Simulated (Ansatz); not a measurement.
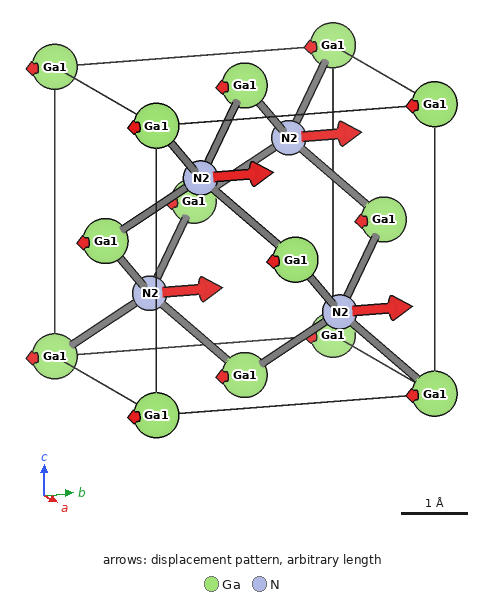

One vibrational mode of solid GaN relaxed at 2 GPa at the zone centre. Displacements are drawn as red arrows; their common scale and sign are arbitrary. The picture is a ball-and-stick view of the conventional cell (4 times the calculation's cell), seen slightly off an axis. Lengths and directions refer to the drawn axes.

These are results of DFT PBE, scalar-relativistic, plane waves, PAW (Ansatz), not measurements. Settings: plane-wave cutoff 420 eV; k-point mesh 10 × 10 × 10; occupations fixed; target pressure 2 GPa; no spin polarisation.

Frequencies are those without the non-analytic (LO–TO) term.

Q: Describe the mode and give its frequency.

A: This is the T₂ mode (triply degenerate; one member of the set is drawn) at 15.7 THz, the only optical level, infrared- and Raman-active by symmetry. The N sublattice moves against the Ga sublattice, along b; the kinetic energy is shared as N 83 %, Ga 17 %. Its infrared intensity is 43 (D/Å)²/amu for the set. The value is the transverse one; the longitudinal partner lies at 700 cm⁻¹.
